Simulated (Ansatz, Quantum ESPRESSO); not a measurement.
# Tuning the work function of Co(0001), part 4 of 7

Wanted: work-function changes of Co(0001) along a row of adsorbates.

Quantum ESPRESSO 7.5; plane-wave DFT, PBE, GBRV ultrasoft pseudopotentials; geometry by Ansatz 0.2.0 with PAW datasets.

So far. Step 5 (Relaxation with Ansatz, Li overlayer): The relaxation lowers the energy by 2 meV an atom. Held were the atoms numbered 1 and 2; the forces quoted are those on the free ones. Step 6 (Ground state, Li overlayer): The message: “c_bands (1): too many bands are not converged”. The message is a late symptom: the SCF loop had diverged, with an estimated accuracy of 3.61e+04 Ry in its last cycle.

### 7. Geometry from Ansatz, Mg overlayer

Level of this step: plane-wave DFT, PBE, Ansatz PAW (Ansatz 0.2.0).

System of this step: Co(0001), 4 layers, one monolayer of Mg on fcc sites. The cell holds 5 atoms: 4 Co and 1 Mg. Its edges and angles: a = 2.510 Å, b = 2.510 Å, c = 25.107 Å, α = 90.0°, β = 90.0°, γ = 60.0°. It derives from Co. Vacuum lies along c.

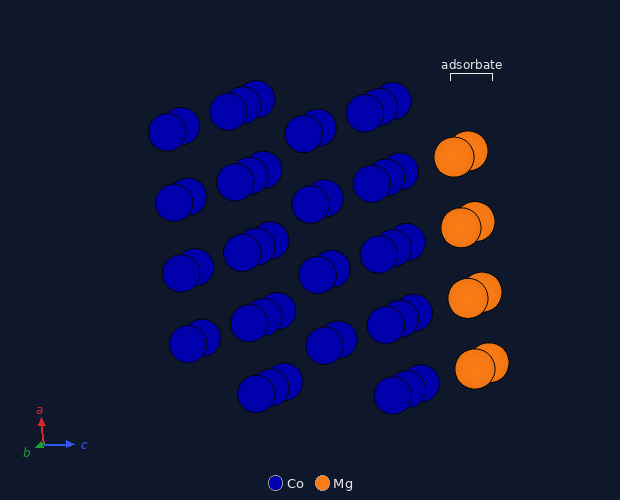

The cell of this step (cobalt blue, magnesium orange). 4×2×1 cells are drawn. Some periodic images of atoms are drawn too.

input.yaml

```yaml
crystal:
  lattice:
    - [2.51, 0.0, 0.0]
    - [1.255, 2.1737237635, 0.0]
    - [0.0, 0.0, 25.10683]
  atoms:
    - { symbol: Co, position: [0.6666666667, 0.6666666667, 0.3305873342], spin: 1.7 }
    - { symbol: Co, position: [0.0, 0.0, 0.411665272], spin: 1.7 }
    - { symbol: Co, position: [0.6666666667, 0.6666666667, 0.4927432097], spin: 1.7 }
    - { symbol: Co, position: [0.0, 0.0, 0.5738211475], spin: 1.7 }
    - { symbol: Mg, position: [0.3333333333, 0.3333333333, 0.6631400089] }
magnetization:
  spin_polarized: true
kpoints:
  mp_grid: { grid: [12, 12, 1] }
hamiltonian:
  xc: pbe
scf:
  occupations: { method: fermi_dirac, width: 0.1 }
  convergence: { dr2_threshold: 1.0e-08 }
efield:
  axis: 3
  dipole_correction: true
  ramp_position: 0.97
  ramp_width: 0.04
relax:
  f_tol: 0.01
  constraints: [{ sites: [0, 1] }]
output:
  write_potential: true
  write_density: true
  volumetric_format: npy
```

Run with:

```console
$ ansatz run input.yaml --threads 4 --pin off --max-ram 8192MiB --backend cpu --events-out ev --progress --plain --runs-dir out
```

Numbers of over 12 decimals in the logs are rounded to 6 here.

The log of the run:

```text
[...]
Crystal: 5 atoms, lattice volume = 136.984 Å³
Basis set: ecut = 420 eV, 2681 PW (Γ), exchange–correlation on 36×36×360 points (8 copies of the dense FFT grid, shifted against one another)
Bands: 51, of which v1, the nominal top of the filled ones, is band 39 counted from 1 (38 counted from 0)
[...]
F+E_penalty+E_count = -22426.36674482 eV   max|allowed force component| = 6.661e-4 eV/Å
  atoms:
    - { symbol: Co, position: [0.666667, 0.666667, 0.3305873342] }
[...]
- { symbol: Co, position: [0.666667, 0.666667, 0.492693] }
    - { symbol: Co, position: [-2.30814471091958e-17, -1.850371707762447e-17, 0.571051] }
    - { symbol: Mg, position: [0.333333, 0.333333, 0.662870] }
[key lines of the parts left out:]
SCF converged after 13 iterations
Magnetization: 6.4340 μB (42.2170 up, 35.7830 down)
Free energy (F): -22426.366745 eV
Fermi energy:    4.417835 eV
Dipole field:    D = 0.032213 V/Å  (p = 0.024386 e·Å, saw-weighted, corrected)
Work function:   Φ+ = 4.1532 eV   Φ− = 4.9620 eV
```

Elapsed: 49 s, on 4 threads of Arm Neoverse V1, shared host; peak memory 0.57 GiB.

Relaxation path:

| step | energy less that of the first step (eV) | largest force component (eV/Å) |
| --- | --- | --- |
| 1 | 0.0000 | 0.5369 |
| 2 | -0.0126 | 0.3020 |
| 3 | -0.0182 | 0.0212 |
| 4 | -0.0183 | 0.0007 |

The atoms that moved most (Å):

| atom | dx | dy | dz | length |
| --- | --- | --- | --- | --- |
| Co4 | 0.000 | 0.000 | -0.070 | 0.070 |
| Mg5 | 0.000 | 0.000 | -0.007 | 0.007 |

The relaxed structure:

```xyz
5
Lattice="2.5100 0.0000 0.0000 1.2550 2.1737 0.0000 0.0000 0.0000 25.1068" Properties=species:S:1:pos:R:3
Co    2.5100    1.4491    8.3000
Co    0.0000    0.0000   10.3356
Co    2.5100    1.4491   12.3700
Co    0.0000    0.0000   14.3373
Mg    1.2550    0.7246   16.6426
```

The relaxation lowers the energy by 4 meV an atom. Held were the atoms numbered 1 and 2; the forces quoted are those on the free ones.

This step gave:

| Property | Result |
| --- | --- |
| free energy | -22426.3667 eV |
| energy at zero smearing | -22426.2828 eV |
| smearing term TS | 0.1678 eV |
| Fermi energy | 4.418 eV |
| magnetization | 6.434 μB |
| absolute magnetization | 7.175 μB |
| site moments | 1.809, 1.746, 1.685, 1.519, -0.01856 μB |
| work function of the upper face | 4.153 eV |
| work function of the lower face | 4.962 eV |
| dipole along the normal | 0.02439 e·Å |

### 8. SCF with pw.x, Mg overlayer

Level of this step: plane-wave DFT, PBE, GBRV ultrasoft pseudopotentials (Quantum ESPRESSO 7.5).

Mg.esm.in

```
&control
  prefix = 'Mg.esm'
  outdir = './out'
  pseudo_dir = './pseudo'
  calculation = 'scf'
  tprnfor = .true.
/
&system
  ibrav = 0
  nat = 5
  ntyp = 2
  ecutwfc = 40
  ecutrho = 200
  occupations = 'smearing'
  smearing = 'mv'
  degauss = 0.02
  assume_isolated = 'esm'
  esm_bc = 'bc1'
  nspin = 2
  starting_magnetization(1) = 0.28
/
&electrons
  conv_thr = 1e-07
  mixing_beta = 0.4
  electron_maxstep = 120
  mixing_mode = 'local-TF'
/
ATOMIC_SPECIES
  Co  58.9332  co_pbe_v1.2.uspp.F.UPF
  Mg  24.3050  mg_pbe_v1.4.uspp.F.UPF
CELL_PARAMETERS angstrom
  2.51000000000061 0.00000000000000 0.00000000000000
  1.25500000000031 2.17372376349947 0.00000000000000
  0.00000000000000 0.00000000000000 25.10683000000000
ATOMIC_POSITIONS crystal
  Co  0.666666666667 0.666666666667 -0.166141111612
  Co  -0.000000000000 -0.000000000000 -0.085063173812
  Co  0.666666666667 0.666666666667 -0.004035559748
  Co  -0.000000000000 -0.000000000000 0.074322515437
  Mg  0.333333333333 0.333333333333 0.166141111612
K_POINTS automatic
  12 12 1 0 0 0
```

Run with:

```console
$ OMP_NUM_THREADS=1 mpirun -n 4 pw.x -nk 4 -in Mg.esm.in > Mg.esm.out
```

The log of the run:

```text
[banner, memory and clock lines left out]
Program PWSCF v.7.5 starts

          URL

     Message from routine setup:
     using ibrav=0 with symmetry is DISCOURAGED, use correct ibrav instead

     G-vector sticks info

     bravais-lattice index     =            0
     lattice parameter (alat)  =       4.7432  a.u.
     unit-cell volume          =     924.4141 (a.u.)^3
     number of atoms/cell      =            5
     number of atomic types    =            2
     number of electrons       =        78.00
     number of Kohn-Sham states=           47
     kinetic-energy cutoff     =      40.0000  Ry
     charge density cutoff     =     200.0000  Ry
     scf convergence threshold =      1.0E-07
     mixing beta               =       0.4000
     number of iterations used =            8  local-TF  mixing
     Exchange-correlation=  SLA  PW   PBX  PBC
                           (   1   4   3   4   0   0   0)

     Effective Screening Medium Method
     Boundary Conditions: Vacuum-Slab-Vacuum
     total charge in unit cell        =   0.0000
     grid points for fit at edges     =        4

     celldm(1)=   4.743213  celldm(2)=   0.000000  celldm(3)=   0.000000
     celldm(4)=   0.000000  celldm(5)=   0.000000  celldm(6)=   0.000000

     crystal axes: (cart. coord. in units of alat)
               a(1) = (   1.000000   0.000000   0.000000 )
               a(2) = (   0.500000   0.866025   0.000000 )
               a(3) = (   0.000000   0.000000  10.002721 )

     reciprocal axes: (cart. coord. in units 2 pi/alat)
               b(1) = (  1.000000 -0.577350  0.000000 )
               b(2) = (  0.000000  1.154701  0.000000 )
               b(3) = (  0.000000  0.000000  0.099973 )

     PseudoPot. # 1 for Co read from file:
     ./pseudo/co_pbe_v1.2.uspp.F.UPF
     Pseudo is Ultrasoft + core correction, Zval = 17.0
     Generated by new atomic code, or converted to UPF format
     Using radial grid of  863 points,  6 beta functions with:
                l(1) =   0
                l(2) =   0
                l(3) =   1
                l(4) =   1
                l(5) =   2
                l(6) =   2
     Q(r) pseudized with  8 coefficients,  rinner =    1.200   1.200   1.200
                                                       1.200   1.200

     PseudoPot. # 2 for Mg read from file:
     ./pseudo/mg_pbe_v1.4.uspp.F.UPF
     Pseudo is Ultrasoft, Zval = 10.0
     Generated by new atomic code, or converted to UPF format
     Using radial grid of  821 points,  7 beta functions with:
                l(1) =   0
                l(2) =   0
                l(3) =   0
                l(4) =   1
                l(5) =   1
                l(6) =   2
                l(7) =   2
     Q(r) pseudized with  8 coefficients,  rinner =    1.200   1.200   1.200
                                                       1.200   1.200

     atomic species   valence    mass     pseudopotential
     Co               17.00    58.93320     Co( 1.00)
     Mg               10.00    24.30500     Mg( 1.00)

     Starting magnetic structure
     atomic species   magnetization
     Co              0.280
     Mg              0.000

      6 Sym. Ops. (no inversion) found

   Cartesian axes

     site n.     atom                  positions (alat units)
         1        Co     tau(   1) = (   1.0000000   0.5773503  -1.6618632  )
         2        Co     tau(   2) = (  -0.0000000  -0.0000000  -0.8508632  )
         3        Co     tau(   3) = (   1.0000000   0.5773503  -0.0403666  )
         4        Co     tau(   4) = (   0.0000000   0.0000000   0.7434274  )
         5        Mg     tau(   5) = (   0.5000000   0.2886751   1.6618632  )

     number of k points=    19  Marzari-Vanderbilt smearing, width (Ry)=  0.0200
                       cart. coord. in units 2pi/alat
        k(    1) = (   0.0000000   0.0000000   0.0000000), wk =   0.0069444
        k(    2) = (   0.0000000   0.0962250   0.0000000), wk =   0.0416667
        k(    3) = (   0.0000000   0.1924501   0.0000000), wk =   0.0416667
        k(    4) = (   0.0000000   0.2886751   0.0000000), wk =   0.0416667
        k(    5) = (   0.0000000   0.3849002   0.0000000), wk =   0.0416667
        k(    6) = (   0.0000000   0.4811252   0.0000000), wk =   0.0416667
        k(    7) = (   0.0000000  -0.5773503   0.0000000), wk =   0.0208333
        k(    8) = (   0.0833333   0.1443376   0.0000000), wk =   0.0416667
        k(    9) = (   0.0833333   0.2405626   0.0000000), wk =   0.0833333
        k(   10) = (   0.0833333   0.3367877   0.0000000), wk =   0.0833333
        k(   11) = (   0.0833333   0.4330127   0.0000000), wk =   0.0833333
        k(   12) = (   0.0833333  -0.6254628   0.0000000), wk =   0.0833333
        k(   13) = (   0.1666667   0.2886751   0.0000000), wk =   0.0416667
        k(   14) = (   0.1666667   0.3849002   0.0000000), wk =   0.0833333
        k(   15) = (   0.1666667  -0.6735753   0.0000000), wk =   0.0833333
        k(   16) = (   0.1666667  -0.5773503   0.0000000), wk =   0.0416667
        k(   17) = (   0.2500000  -0.7216878   0.0000000), wk =   0.0416667
        k(   18) = (   0.2500000  -0.6254628   0.0000000), wk =   0.0833333
        k(   19) = (   0.3333333  -0.5773503   0.0000000), wk =   0.0138889

     Dense  grid:    44337 G-vectors     FFT dimensions: (  24,  24, 216)

     Smooth grid:    31763 G-vectors     FFT dimensions: (  20,  20, 192)

     Check: negative core charge=   -0.000026
     Generating pointlists ...
     new r_m :   0.4016 (alat units)  1.9047 (a.u.) for type    1
     new r_m :   0.4125 (alat units)  1.9566 (a.u.) for type    2

     Initial potential from superposition of free atoms

     starting charge      73.6997, renormalised to      78.0000

     negative rho (up, down):  1.541E-04 1.456E-04
     Starting wfcs are   57 randomized atomic wfcs

     per-process dynamical memory:    78.2 Mb

     Self-consistent Calculation

     iteration #  1     ecut=    40.00 Ry     beta= 0.40
     Davidson diagonalization with overlap
     c_bands:  4 eigenvalues not converged
     c_bands:  4 eigenvalues not converged
     c_bands:  5 eigenvalues not converged
     c_bands:  5 eigenvalues not converged
     c_bands:  1 eigenvalues not converged
     c_bands:  1 eigenvalues not converged
     c_bands:  4 eigenvalues not converged
     c_bands:  4 eigenvalues not converged
     ethr =  1.00E-02,  avg # of iterations = 24.6

     negative rho (up, down):  1.648E-01 1.661E-01

     total energy              =   -1227.09408483 Ry
     estimated scf accuracy    <    1013.82719867 Ry

[...]
-4.8976  -4.3595  -4.0903  -3.7963  -3.4702  -3.3448  -3.2768  -3.2377
    -3.2312  -3.1425  -2.4335  -2.3047  -1.3247  -0.6706   0.7534

          k = 0.0833 0.1443 0.0000 (  3945 PWs)   bands (ev):

   -98.5125 -98.4813 -98.4574 -98.3382 -79.9492 -61.9681 -61.8548 -61.7653
   -61.7419 -61.7338 -61.7136 -61.7020 -61.6937 -61.6754 -61.6329 -61.5958
   -61.5651 -46.6827 -46.6693 -46.6263 -12.5705 -11.7425 -10.5502  -9.1056
    -8.3662  -6.4254  -6.2064  -5.9870  -5.9277  -5.7535  -5.5764  -5.4692
    -5.2980  -5.2647  -5.2228  -5.0528  -4.9769  -4.8893  -4.5994  -4.4745
    -4.0875  -3.9460  -3.6945  -3.4781  -3.1861  -2.2617  -0.9353

          k = 0.0833 0.2406 0.0000 (  3923 PWs)   bands (ev):

   -98.5027 -98.4750 -98.4509 -98.3311 -79.9386 -61.9508 -61.8652 -61.8028
   -61.7814 -61.7658 -61.7353 -61.7210 -61.7071 -61.6897 -61.6476 -61.6274
   -61.5794 -46.7317 -46.6727 -46.6436 -11.6836 -10.9059  -9.8008  -8.4367
    -7.8031  -6.7049  -6.4015  -6.3034  -6.1093  -5.9486  -5.7307  -5.5361
    -5.3251  -5.0866  -5.0129  -4.9115  -4.6876  -4.5722  -4.5040  -4.2694
    -4.0351  -3.8053  -3.6169  -3.4407  -2.6179  -1.2435   0.0155

          k = 0.0833 0.3368 0.0000 (  3948 PWs)   bands (ev):

   -98.4909 -98.4682 -98.4435 -98.3229 -79.9263 -61.9370 -61.8989 -61.8404
   -61.8343 -61.7858 -61.7571 -61.7388 -61.7237 -61.7062 -61.6889 -61.6321
   -61.5958 -46.8030 -46.6636 -46.6612 -10.4865  -9.7976  -8.9113  -7.8924
    -7.4446  -6.9142  -6.6191  -6.5351  -6.0858  -5.9266  -5.7389  -5.5128
    -5.4015  -5.1830  -4.8641  -4.5457  -4.3867  -4.2585  -4.0408  -3.8383
    -3.7432  -3.6086  -3.3852  -3.2563  -1.8349  -0.0544   1.3273

          k = 0.0833 0.4330 0.0000 (  3954 PWs)   bands (ev):

   -98.4799 -98.4632 -98.4370 -98.3158 -79.9157 -61.9464 -61.9394 -61.8822
   -61.8494 -61.7986 -61.7773 -61.7570 -61.7400 -61.7212 -61.7123 -61.6342
   -61.6099 -46.8642 -46.6810 -46.6512  -9.2566  -8.7638  -8.2296  -7.7358
    -7.5048  -7.0667  -6.7991  -6.6120  -5.7773  -5.7052  -5.5070  -5.3316
    -5.1965  -5.0299  -4.8544  -4.1945  -3.9606  -3.9249  -3.6263  -3.5392
    -3.4395  -3.1467  -3.0753  -2.4735  -0.8971   0.4271   1.4462

          k = 0.0833-0.6255 0.0000 (  3965 PWs)   bands (ev):

   -98.4729 -98.4610 -98.4332 -98.3117 -79.9095 -61.9694 -61.9594 -61.9091
   -61.8420 -61.8088 -61.7929 -61.7653 -61.7475 -61.7303 -61.7214 -61.6354
   -61.6181 -46.8994 -46.6911 -46.6455  -8.5274  -8.3490  -8.0094  -7.7627
    -7.4201  -7.0623  -6.8478  -6.3590  -5.7615  -5.5865  -5.4107  -5.2691
    -4.8998  -4.6390  -4.4252  -4.0716  -3.5869  -3.5323  -3.4311  -3.3656
    -3.2937  -2.5702  -2.3318  -1.7505  -1.1093  -0.3104   1.1296

          k = 0.1667 0.2887 0.0000 (  3957 PWs)   bands (ev):

   -98.4925 -98.4691 -98.4445 -98.3240 -79.9279 -61.9366 -61.8871 -61.8330
   -61.8241 -61.7877 -61.7488 -61.7413 -61.7219 -61.7140 -61.6780 -61.6314
   -61.5997 -46.7855 -46.6689 -46.6627 -10.6585  -9.9487  -9.0051  -7.8748
    -7.3317  -6.8004  -6.6588  -6.4337  -6.2780  -6.1447  -5.8517  -5.6494
    -5.3949  -5.0889  -4.8891  -4.7206  -4.4924  -4.3688  -4.0526  -3.8073
    -3.7201  -3.6253  -3.3873  -3.2588  -1.9171  -0.2024   1.1296

          k = 0.1667 0.3849 0.0000 (  3954 PWs)   bands (ev):

   -98.4817 -98.4639 -98.4380 -98.3169 -79.9173 -61.9342 -61.9174 -61.8670
   -61.8458 -61.8041 -61.7704 -61.7604 -61.7427 -61.7332 -61.7030 -61.6338
   -61.6212 -46.8361 -46.6972 -46.6528  -9.4408  -8.8510  -8.2178  -7.6550
    -7.2369  -6.8690  -6.7835  -6.5711  -6.0522  -5.9661  -5.8170  -5.6492
    -5.3957  -5.2534  -4.9747  -4.3762  -4.3071  -4.1228  -3.6839  -3.5051
    -3.4588  -3.0377  -2.8899  -2.4187  -0.8997   1.0165   1.8106

          k = 0.1667-0.6736 0.0000 (  3951 PWs)   bands (ev):

   -98.4729 -98.4610 -98.4332 -98.3117 -79.9095 -61.9485 -61.9408 -61.8918
   -61.8402 -61.8208 -61.7947 -61.7712 -61.7577 -61.7435 -61.7191 -61.6396
   -61.6328 -46.8719 -46.7189 -46.6455  -8.4403  -8.1433  -7.7931  -7.4927
    -7.3227  -6.9415  -6.8124  -6.5316  -5.9908  -5.8465  -5.5336  -5.4195
    -5.2221  -5.1824  -4.8309  -4.2925  -3.9156  -3.7251  -3.6148  -3.4169
    -3.3064  -2.1808  -1.9162  -1.1384  -0.5286   0.3877   1.9402

          k = 0.1667-0.5774 0.0000 (  3948 PWs)   bands (ev):

   -98.4692 -98.4604 -98.4314 -98.3098 -79.9067 -61.9580 -61.9480 -61.9001
   -61.8335 -61.8270 -61.8077 -61.7741 -61.7618 -61.7484 -61.7245 -61.6446
   -61.6342 -46.8847 -46.7270 -46.6428  -8.1211  -8.0048  -7.6969  -7.5176
    -7.2888  -6.9051  -6.7600  -6.2876  -6.0726  -5.8402  -5.5057  -5.3633
    -5.0740  -4.9818  -4.6333  -4.1663  -3.6932  -3.6342  -3.5063  -3.3650
    -3.1406  -2.0631  -1.1972  -0.7982  -0.2432   0.0699   1.3026

          k = 0.2500-0.7217 0.0000 (  3949 PWs)   bands (ev):

   -98.4729 -98.4610 -98.4332 -98.3117 -79.9095 -61.9362 -61.9266 -61.8860
   -61.8420 -61.8255 -61.7974 -61.7729 -61.7684 -61.7474 -61.7134 -61.6528
   -61.6327 -46.8533 -46.7376 -46.6455  -8.3874  -7.9983  -7.6646  -7.4235
    -7.1387  -7.0083  -6.7498  -6.5494  -6.0912  -5.9840  -5.7718  -5.6520
    -5.3405  -5.1724  -5.0265  -4.4386  -4.0734  -3.8122  -3.6587  -3.4104
    -3.2965  -2.0853  -1.7596  -1.0067   0.1151   0.6656   2.2101

          k = 0.2500-0.6255 0.0000 (  3959 PWs)   bands (ev):

   -98.4667 -98.4605 -98.4304 -98.3087 -79.9050 -61.9363 -61.9290 -61.8897
   -61.8517 -61.8332 -61.8142 -61.7932 -61.7694 -61.7560 -61.7197 -61.6725
   -61.6336 -46.8556 -46.7686 -46.6413  -7.7573  -7.6439  -7.4453  -7.3062
    -7.1373  -6.8690  -6.7106  -6.3809  -6.2029  -6.0859  -5.8017  -5.5327
    -5.4497  -4.9409  -4.6681  -4.3755  -3.8479  -3.7473  -3.5491  -3.3968
    -3.0657  -1.3910  -0.6894  -0.1621   0.5984   1.2463   1.9780

          k = 0.3333-0.5774 0.0000 (  3969 PWs)   bands (ev):

   -98.4625 -98.4622 -98.4294 -98.3076 -79.9034 -61.9180 -61.9180 -61.9002
   -61.8533 -61.8495 -61.8167 -61.8099 -61.7637 -61.7626 -61.7168 -61.6918
   -61.6336 -46.8186 -46.8178 -46.6397  -7.4347  -7.3536  -7.2877  -7.2313
    -7.1467  -6.9536  -6.7498  -6.2283  -6.2236  -6.0910  -6.0497  -5.6672
    -5.5061  -4.8382  -4.4887  -4.4443  -3.8092  -3.7808  -3.5549  -3.5531
    -2.2167  -2.1057   0.6318   1.3770   1.3868   1.6215   1.6482

     the Fermi energy is    -4.5719 ev

!    total energy              =   -1319.12279380 Ry
     estimated scf accuracy    <       0.00000003 Ry
     smearing contrib. (-TS)   =       0.00073303 Ry
     internal energy E=F+TS    =   -1319.12352683 Ry

     The total energy is F=E-TS. E is the sum of the following terms:
     one-electron contribution =   22922.73480268 Ry
     hartree contribution      =  -11480.61890315 Ry
     xc contribution           =    -147.64369039 Ry
     ewald contribution        =  -12613.59573597 Ry

     total magnetization       =     6.62 Bohr mag/cell
     absolute magnetization    =     7.44 Bohr mag/cell

     convergence has been achieved in  85 iterations

     negative rho (up, down):  2.702E-05 1.634E-05

     Forces acting on atoms (cartesian axes, Ry/au):

     atom    1 type  1   force =     0.00000000    0.00000000    0.02088203
     atom    2 type  1   force =     0.00000000    0.00000000   -0.02113616
     atom    3 type  1   force =     0.00000000    0.00000000    0.00312370
     atom    4 type  1   force =     0.00000000    0.00000000   -0.00278542
     atom    5 type  2   force =     0.00000000    0.00000000    0.00116838

     Total force =     0.030028     Total SCF correction =     0.001984

     XML data file, charge density, pseudopotentials, collected wavefunctions

                                        0.00s GPU  (    4939 calls)

Note: The following floating-point exceptions are signalling: IEEE_DIVIDE_BY_ZERO IEEE_UNDERFLOW_FLAG
Note: The following floating-point exceptions are signalling: IEEE_DIVIDE_BY_ZERO IEEE_UNDERFLOW_FLAG
Note: The following floating-point exceptions are signalling: IEEE_DIVIDE_BY_ZERO IEEE_UNDERFLOW_FLAG
Note: The following floating-point exceptions are signalling: IEEE_DIVIDE_BY_ZERO IEEE_UNDERFLOW_FLAG
```

Run time: 5.2 min. Hardware: 4 MPI ranks; peak memory 0.7 GiB.

Numbers from this step:

- free energy: -17947.5799 eV
- Fermi energy: -4.572 eV
- magnetization: 6.62 μB
- absolute magnetization: 7.44 μB
- site moments: 1.854, 1.790, 1.743, 1.595, -0.0168 μB
- vacuum line at the lower end of the cell, over the Fermi level: 4.993 eV
- vacuum line at the upper end of the cell, over the Fermi level: 4.151 eV

The potential energy, planar mean oscillates, so the rows of the table below give means over windows of 2.09 Å about each position, cut where the curve ends. Its maxima inside the range that stand out by 2 % of the span (Å: eV): -3.1: -0.679, -1.2: -0.770, 0.9: -1.28, 3.0: -0.0296. Its minima: -4.2: -26.6, -2.1: -26.5, -0.1: -26.6, 1.9: -26.6, 4.2: -18.9.

Electrostatic potential energy of an electron; zero at the Fermi level. Table of potential energy, planar mean by z; means over each step:

| z (Å) | potential energy, planar mean (eV) |
| --- | --- |
| -11.51 | 4.99 |
| -9.42 | 4.99 |
| -7.33 | 4.94 |
| -5.24 | -3.35 |
| -3.15 | -12.1 |
| -1.06 | -12.1 |
| 1.03 | -12.9 |
| 3.12 | -7.59 |
| 5.21 | -3.44 |
| 7.30 | 4.07 |
| 9.39 | 4.15 |
| 11.48 | 4.15 |

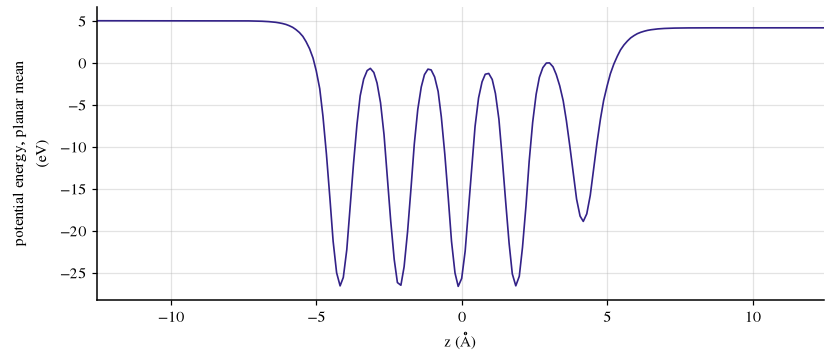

Potential energy, planar mean, plotted against z.

The covered face stands at 4.15 eV against 4.97 eV when clean.

Inside the slab this potential holds the local part of the pseudopotentials, which can be repulsive at the nuclei; only its value in the vacuum has a meaning of its own.

[end of part 4 of 7]

[Logs are printed without paths, hosts, clocks, repeated set-up lines and the standing remarks that a program may print on its own settings, such as how far it seeks lower states.]

[Hosts, paths, dates, database ids (printed as entryN), source tags and the programs' standing remarks are cut or masked in the printed files.]

[Maps of the electrostatic potential energy from Ansatz leave out the sawtooth potential of an applied field or a dipole correction, so their vacuum need not be flat; planar profiles and work functions include it.]
